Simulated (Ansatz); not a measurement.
## Single-point calculation of SnSe

- system: SnSe (Pm-3m, 2 atoms in the cell)
- method: DFT, PBEsol, plane waves, PAW, no spin polarisation (Ansatz 0.2.0)

The structure was built on a prototype by a generator. The geometry comes from this level: r2SCAN. It belongs to a series of runs on one base structure; here: scf.occupations = fixed.

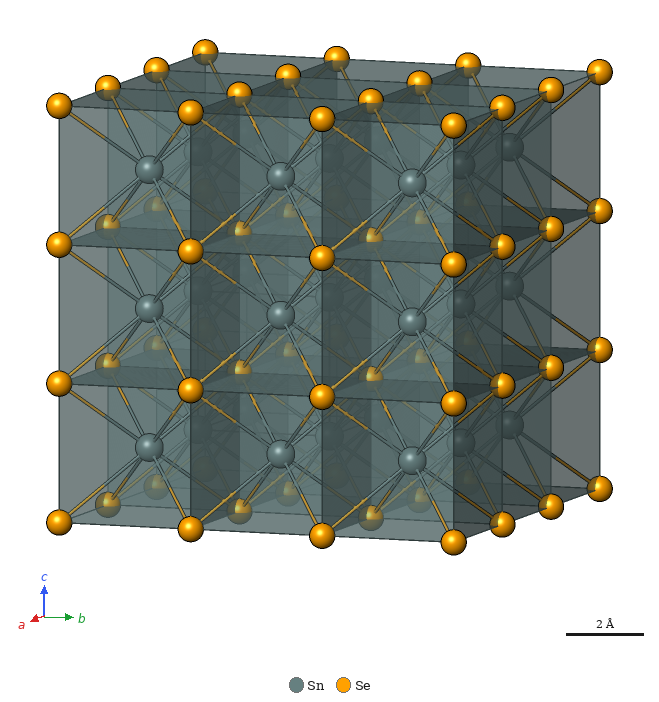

**Figure 1.** The structure as given in the input (polyhedral view of the cell of the calculation, repeated 2 × 2 × 2, seen slightly off an axis; polyhedra are completed across the faces of the cell).

The input:
```yaml
crystal:
  lattice:
    - [3.6653564515, 0.0, 0.0]
    - [0.0, 3.6653564515, 0.0]
    - [0.0, 0.0, 3.6653564515]
  atoms:
    - { symbol: Sn, position: [0.0, 0.0, 0.0] }
    - { symbol: Se, position: [0.5, 0.5, 0.5] }
kpoints:
  mp_grid: { grid: [6, 6, 6] }
hamiltonian:
  xc: pbesol
scf:
  occupations: { method: fixed }
  n_extra_bands: 4
output:
  forces: true
  stress: true
  eigenvalues: true
```

Launch command:
```bash
ansatz run input.yaml --threads 4 --pin off --max-ram 3686MiB --backend cpu --events-out ev --progress --plain --runs-dir out
```

Output:
```
scf.n_extra_bands = 4 over 15 filled bands (N_el = 30.0): the run solves 19 bands
Engine: ansatz 0.2.0, x86_64-unknown-linux-gnu
Pseudopotentials: kind: paw
Pseudopotential: Sn, paw, valence charge 14, recommended cutoff 420 eV (normal), Sn.paw.azcp
Pseudopotential: Se, paw, valence charge 16, recommended cutoff 420 eV (normal), Se.paw.azcp
Functional definition: PBEsol
  exchange = pbesol_x
  correlation = pbesol_c
Crystal: 2 atoms, lattice volume = 49.243 Å³
Basis set: ecut = 420 eV, 949 PW (Γ), exchange–correlation on 50×50×50 points (8 copies of the dense FFT grid, shifted against one another)
Bands: 19, of which v1, the nominal top of the filled ones, is band 15 counted from 1 (14 counted from 0)
Symmetry: 48 space group operations
Space group: Pm-3m (ITA 221), of the structure as read, at distance tolerance 3.7e-5 Å
k-points: 20 of 216
Non-local potential: Sn, projectors of the file, l = 0: 2, l = 1: 2, l = 2: 2, l = 3: 2
Non-local potential: Se, projectors of the file, l = 0: 2, l = 1: 2, l = 2: 3, l = 3: 1
PAW form: soft (Blöchl's): semilocal exchange-correlation on the pseudo side does not see the compensation charge
PAW frozen core: Sn, regenerated for the run's functional, and the local potential with it (the file was generated under x = pbe(κ = 0.804, μ = 0.2195149727645171), c = pbe(β = 0.06672455060314922))
PAW frozen core: Se, regenerated for the run's functional, and the local potential with it (the file was generated under x = pbe(κ = 0.804, μ = 0.2195149727645171), c = pbe(β = 0.06672455060314922))
PAW one-centre angular grid: Sn, 590 points (default); XC on 64 Gauss nodes
PAW one-centre angular grid: Se, 590 points (default); XC on 64 Gauss nodes
Initial density: superposition of atomic densities (neutral atoms: chi_scale 0, normalization atom), corrected by the library's trained network
Initial wavefunctions: pseudopotential atomic-orbital guess
Functional: x = pbesol(κ = 0.804, μ = 0.12345679012345678), c = pbesol(β = 0.046)
SCF iter   1: F=—  HF=-11374.294657 eV  |F-HF|=—  |Δ(HF+E_count)|=         —  Δρ=3.67e-3  dr2=8.29e-3  ethr=1.77e-3  ⟨swp⟩=4.8  Hψ=1544  notcnv=0  defer=29
preconditioner: auto → Resta (q_TF=auto, 2.512 Å⁻¹)  ε∞=2.8  [insulator: Δε(μ)=0.074 eV  Ē_g=17.441 eV  n_scr=18 (ndim 8)  ℏωp=23.7 eV  f_vac=0.000  ε∞_Penn≈2.8]
SCF iter   2: F=—  HF=-11374.291494 eV  |F-HF|=—  |Δ(HF+E_count)|=   3.16e-3  Δρ=1.23e-3  dr2=4.96e-4  ethr=2.76e-5  ⟨swp⟩=2.0  Hψ=642  notcnv=0  defer=35
SCF iter   3: F=—  HF=-11374.291368 eV  |F-HF|=—  |Δ(HF+E_count)|=   1.27e-4  Δρ=3.90e-4  dr2=5.07e-5  ethr=1.65e-6  ⟨swp⟩=2.0  Hψ=725  notcnv=0  defer=35
SCF iter   4: F=—  HF=-11374.291383 eV  |F-HF|=—  |Δ(HF+E_count)|=   1.47e-5  Δρ=1.68e-4  dr2=8.58e-6  ethr=1.69e-7  ⟨swp⟩=2.3  Hψ=555  notcnv=0  defer=14
SCF iter   5: F=—  HF=-11374.291385 eV  |F-HF|=—  |Δ(HF+E_count)|=   2.93e-6  Δρ=1.79e-5  dr2=1.41e-7  ethr=2.86e-8  ⟨swp⟩=2.0  Hψ=429  notcnv=0  defer=21
SCF iter   6: F=-11374.291386 eV  HF=-11374.291386 eV  |F-HF|=9.30e-9  |Δ(HF+E_count)|=   5.25e-8  Δρ=4.20e-6  dr2=6.18e-9  ethr=3.33e-10  ⟨swp⟩=7.5  Hψ=1867  notcnv=0
SCF 1 converged in 6 iterations: F = -11374.291386 eV  dr2 = 6.18e-9
  greatest PAW one-centre occupation: 1.000 electrons in one spin orbital (limit 2), on the Se atom at site 1 (counted from 0), in its partial waves of l = 2
SCF converged after 6 iterations
Free energy (F): -11374.291386 eV
Harris-Foulkes:  -11374.291386 eV  (|F-HF|=9.30e-9)
Internal energy: -11374.291386 eV  (E = F + TS)
E sigma→0 (E₀):  -11374.291386 eV
Fermi energy:    10.506632 eV
--- Per-component energies (eV) ---
  E_band       = -435.879680
  E_kinetic    = 303.920868
  E_local      = -3046.903243  (includes V_loc(G=0)·N_el)
  E_nonlocal   = -623.922267
  E_hartree    = 1628.552564
  E_xc         = -483.668497
  E_vxc        = -195.953625  (∫ρ·V_xc dr)
  E_paw        = -5928.738137  (= ΣΔE_a)
  E_vpaw       = -130.121747  (= ΣTr[D̂ρ^β])
  E_aug_tail   = -0.000568  (compensation charges beyond the density's cutoff)
  E_ewald      = -3224.825396
  E_core_change = 1.293290  (= ΣΔE_core)
  E_smearing   = -0.000000  (= −TS)
  E_closure    = -0.000000  (closes the sum)
  Σ components = -11374.291386   (vs F -11374.291386, Δ=0.00e0)
--- Forces (eV/Å), atoms counted from 1 ---
  atom   1  Sn    -0.00000000     0.00000000    -0.00000000
  atom   2  Se     0.00000000    -0.00000000    -0.00000000
  max |Σ_I F_I| component: 6.25e-31 eV/Å
--- Stress (GPa, compression-positive) ---
       -0.462281      -0.000000       0.000000
       -0.000000      -0.462281       0.000000
        0.000000       0.000000      -0.462281
  P = ⅓ Tr σ = -0.4623 GPa (-4.623 kbar)
--- Band table (eV; the first three rows and the last of 20) ---
  k-point 0: bands = ["-37.0126", "-37.0126", "-37.0126", "-37.0124", "-37.0124", "-11.5063", "-11.5063", "-11.4272", "-11.4272", "-11.4272", "-3.5965", "4.3103", "8.2515", "8.2515", "8.2515", "14.3939", "14.3939", "16.1620", "16.1620"]
  k-point 1: bands = ["-37.0126", "-37.0126", "-37.0125", "-37.0124", "-37.0122", "-11.5056", "-11.4908", "-11.4323", "-11.4323", "-11.4267", "-3.3909", "3.6513", "8.2793", "8.4989", "8.4989", "14.2506", "14.6638", "15.4248", "15.4248"]
  k-point 2: bands = ["-37.0127", "-37.0127", "-37.0125", "-37.0124", "-37.0117", "-11.5041", "-11.4598", "-11.4425", "-11.4425", "-11.4258", "-2.8810", "2.3242", "8.8767", "9.1320", "9.1320", "12.1910", "13.9446", "13.9446", "15.4622"]
  k-point 19: bands = ["-37.0130", "-37.0130", "-37.0130", "-37.0110", "-37.0110", "-11.4702", "-11.4702", "-11.4702", "-11.4072", "-11.4072", "-1.4181", "5.4944", "7.1193", "7.1193", "7.1193", "8.8914", "8.8914", "8.8914", "24.0999"]
```

Results in brief:

- outcome: converged
- space group (tolerance 0.01 Å): Pm-3m (221)
- electrons treated: 30
- free energy: −11374.2914 eV
- Fermi energy: 10.507 eV
- band gap: none (metallic)
- pressure: −0.46 GPa
- largest force (length of the vector): under 0.001 eV/Å
- hardware: 4 threads of an x86-64 CPU, shared host
- wall time: 1.9 s (CPU time 3.9 s)
- peak memory: 0.35 GiB

Remarks:

Settings chosen away from the usual ones: scf.occupations = fixed. Warnings of the run: filled and empty bands overlap.
